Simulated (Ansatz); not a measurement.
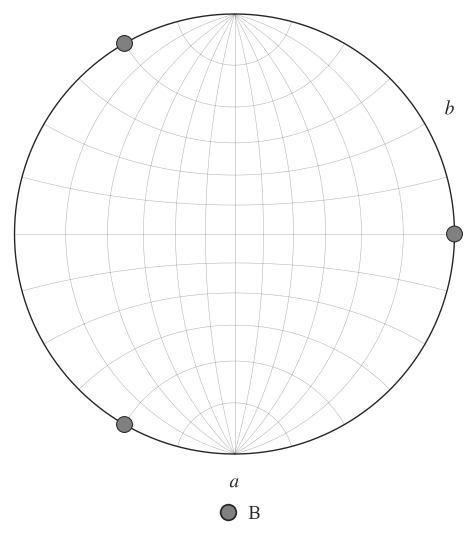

For B, the input geometry of an electronic-structure calculation (not necessarily at equilibrium); the starting structure was generated, so it need not be a known form of this composition: directions from one boron atom at (1/3, 2/3, 1/2) to its bonded neighbours, in stereographic projection down c (filled: above the plane of the page or in it, open: below). All values are computed from the atomic coordinates in the standard setting (tolerance 0.002 Å).

Neighbours are counted up to 1.95 Å for B.

```cif
data_structure
_symmetry_space_group_name_H-M 'P 1'
_symmetry_Int_Tables_number 1
_cell_length_a 2.8861
_cell_length_b 2.8861
_cell_length_c 2.8992
_cell_angle_alpha 90.000
_cell_angle_beta 90.000
_cell_angle_gamma 120.000
_cell_volume 20.91
loop_
_atom_site_label
_atom_site_type_symbol
_atom_site_fract_x
_atom_site_fract_y
_atom_site_fract_z
_atom_site_occupancy
B1 B 0.00000 0.00000 0.00000 1
B2 B 0.33333 0.66667 0.50000 1
B3 B 0.66667 0.33333 0.50000 1
```

How many neighbours are there, and at what angles?

3: 3 B at 1.67 Å. Angles between bonds: 120° (3×).

What is the site's symmetry in the crystal?

Point group -6m2 (D3h), order 12: one −6 axis, three twofold axes, four mirror planes. In No. 191, P6/mmm this is Wyckoff position 2d.
